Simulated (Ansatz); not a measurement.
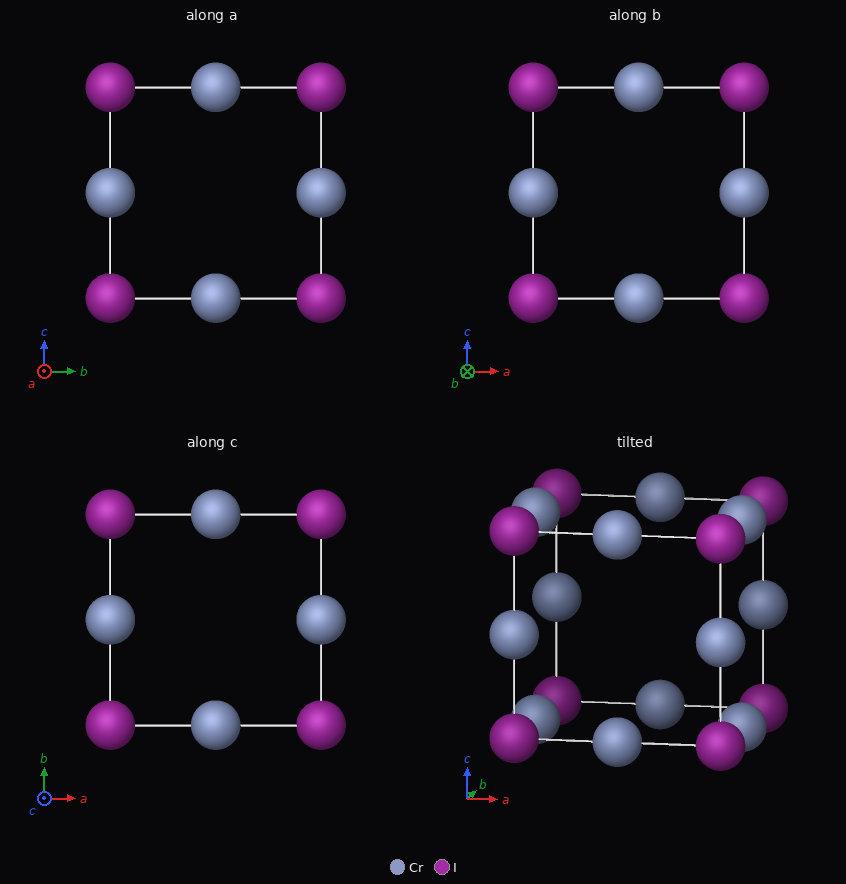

Shown here is a spheres-only view of the crystal, taken along the a axis, along the b axis, along the c axis and slightly off an axis. The parallelepiped is the conventional unit cell.

Lattice parameters: a = 5.534 Å, b = 5.534 Å, c = 5.534 Å, α = 90.00°, β = 90.00°, γ = 90.00°.

Put the structure into a table of Wyckoff sites.

Answer. Space group Pm-3m (No. 221).
```tsv
atom	site	x	y	z
Cr	3d	0.5000	0.0000	0.0000
I	1a	0.0000	0.0000	0.0000
```

The initial geometry was a structure type filled with these elements by a generator (whether the compound takes this form wasn't checked). The geometry was optimised with DFT PBE, scalar-relativistic, plane waves, PAW in Ansatz 0.2.0.
